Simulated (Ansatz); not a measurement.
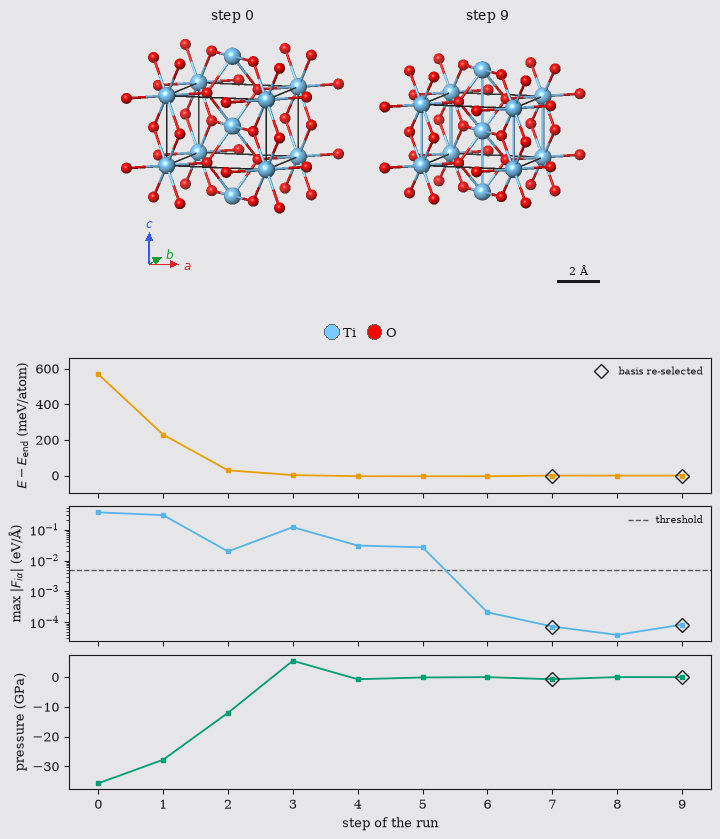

First and last geometry of a relaxation of solid TiO₂ (built on the rutile host type), with the history of the run. The picture is a ball-and-stick view of the cell of the calculation, seen slightly off an axis.

The calculation used DFT, PBE, plane waves, PAW in Ansatz 0.2.0.

Input file:
```yaml
crystal:
  lattice:
    - [5.03771217, 0.0, 0.0]
    - [0.0, 5.03771217, 0.0]
    - [0.0, 0.0, 3.39120203]
  atoms:
    - { symbol: Ti, position: [0.5, 0.5, 0.5] }
    - { symbol: Ti, position: [0.0, 0.0, 0.0] }
    - { symbol: O, position: [0.1940277, 0.8059723, 0.5] }
    - { symbol: O, position: [0.8059723, 0.1940277, 0.5] }
    - { symbol: O, position: [0.3059723, 0.3059723, 0.0] }
    - { symbol: O, position: [0.6940277, 0.6940277, 0.0] }
kpoints:
  mp_grid: { grid: [6, 6, 8] }
hamiltonian:
  xc: pbe
scf:
  occupations: { method: fermi_dirac, width: 0.02 }
relax:
  f_tol: 0.005
  cell: {}
```

Run as
```bash
ansatz run input.yaml --threads 2 --pin off --max-ram 29491MiB --backend cpu --events-out ev --progress --plain --runs-dir out
```

> Read the history and describe the run.

It converged. Over 7 accepted moves (9 points after the start) the energy falls by 570 meV per atom. The largest force component goes from 0.37 to under 0.0001 eV/Å. The pressure goes from −35.69 to −0.01 GPa. At 2 points the geometry stayed and the basis and grid were re-selected for the new cell (energy shift of 3.8 meV per atom at most each time). The largest moves relative to the cell, 0.006 Å, are those of O3, O4, O5 and O6. O5 goes along [−1 −1 0]. Ti stays in place. The drawn cell changes as follows: a = b 5.038 → 4.644 Å (−7.8 %), c 3.391 → 2.964 Å (−12.6 %); the volume changes by −25.7 %. Near-neighbour distances that change, for instance: Ti1–Ti1 3.391 → 2.964 Å, Ti1–O5 2.188 → 1.958 Å, Ti1–O3 2.180 → 2.004 Å. Bond angles that change, for instance: O5–Ti1–O5 101.6° → 98.4°, Ti2–O3–Ti2 101.6° → 98.4°, O5–Ti1–O6 78.4° → 81.6°. The space group stays P4_2/mnm (No. 136).

```json
{"step": "0", "E − E(0), meV/atom": "0.00", "largest force component, eV/Å": "0.3681", "pressure, GPa": "-35.69", "volume, Å³/atom": "14.344", "note": ""}
{"step": "1", "E − E(0), meV/atom": "-339.53", "largest force component, eV/Å": "0.2985", "pressure, GPa": "-27.76", "volume, Å³/atom": "12.766", "note": ""}
{"step": "2", "E − E(0), meV/atom": "-539.97", "largest force component, eV/Å": "0.0198", "pressure, GPa": "-12.00", "volume, Å³/atom": "11.388", "note": ""}
{"step": "3", "E − E(0), meV/atom": "-567.07", "largest force component, eV/Å": "0.1215", "pressure, GPa": "5.50", "volume, Å³/atom": "10.501", "note": ""}
{"step": "4", "E − E(0), meV/atom": "-573.02", "largest force component, eV/Å": "0.0308", "pressure, GPa": "-0.71", "volume, Å³/atom": "10.736", "note": ""}
{"step": "5", "E − E(0), meV/atom": "-573.35", "largest force component, eV/Å": "0.0270", "pressure, GPa": "-0.11", "volume, Å³/atom": "10.692", "note": ""}
{"step": "6", "E − E(0), meV/atom": "-573.39", "largest force component, eV/Å": "0.0002", "pressure, GPa": "0.00", "volume, Å³/atom": "10.690", "note": ""}
{"step": "7", "E − E(0), meV/atom": "-569.63", "largest force component, eV/Å": "0.0001", "pressure, GPa": "-0.73", "volume, Å³/atom": "10.690", "note": "same geometry, new basis"}
{"step": "8", "E − E(0), meV/atom": "-569.89", "largest force component, eV/Å": "0.0000", "pressure, GPa": "0.01", "volume, Å³/atom": "10.651", "note": ""}
{"step": "9", "E − E(0), meV/atom": "-569.73", "largest force component, eV/Å": "0.0001", "pressure, GPa": "-0.01", "volume, Å³/atom": "10.651", "note": "same geometry, new basis"}
```
